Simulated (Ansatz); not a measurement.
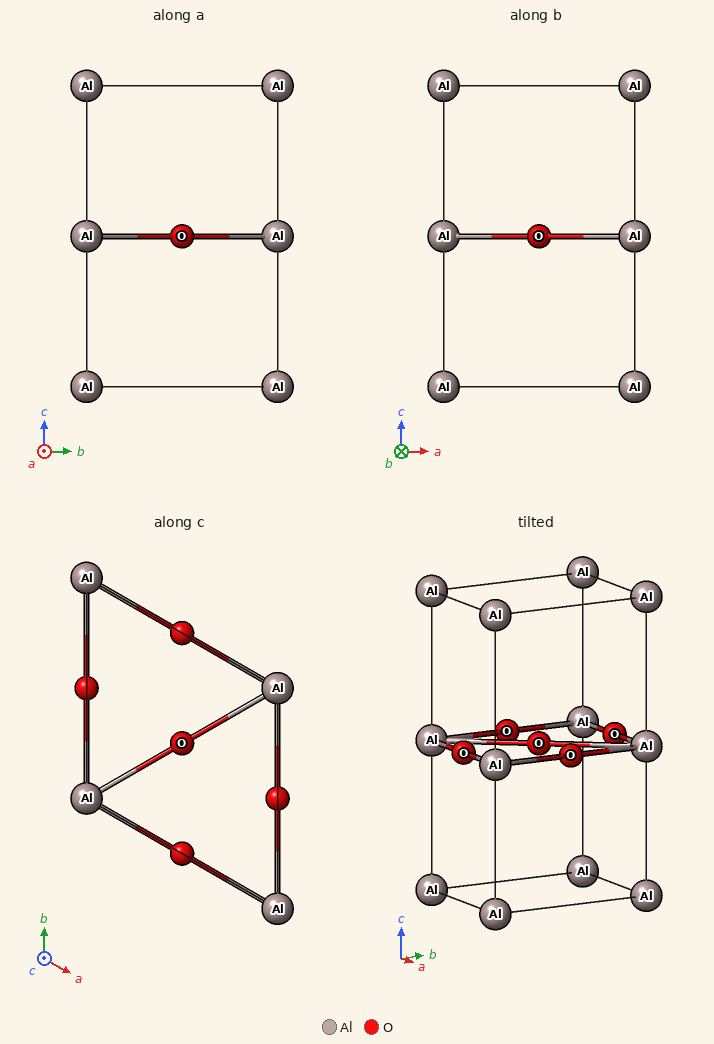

The crystal in a ball-and-stick representation, seen along the a axis, along the b axis, along the c axis and slightly off an axis. The wireframe shows the conventional unit cell.

Lattice parameters: a = 4.0621 Å, b = 4.0621 Å, c = 5.5423 Å, α = 90.000°, β = 90.000°, γ = 120.000°.

> Turn the picture into a CIF in P1 with every atom of the cell.

```cif
data_structure
_symmetry_space_group_name_H-M 'P 1'
_symmetry_Int_Tables_number 1
_cell_length_a 4.0621
_cell_length_b 4.0621
_cell_length_c 5.5423
_cell_angle_alpha 90.000
_cell_angle_beta 90.000
_cell_angle_gamma 120.000
_cell_volume 79.20
loop_
_atom_site_label
_atom_site_type_symbol
_atom_site_fract_x
_atom_site_fract_y
_atom_site_fract_z
_atom_site_occupancy
Al1 Al 0.0000 0.0000 0.5000 1
Al2 Al 0.0000 0.0000 0.0000 1
O1 O 0.5000 0.0000 0.5000 1
O2 O 0.0000 0.5000 0.5000 1
O3 O 0.5000 0.5000 0.5000 1
```

The structure was taken from a random cell made by a generator, so it need not be a real form of the compound. Relaxation method: Ansatz 0.2.0, DFT PBE, scalar-relativistic, plane waves, PAW.
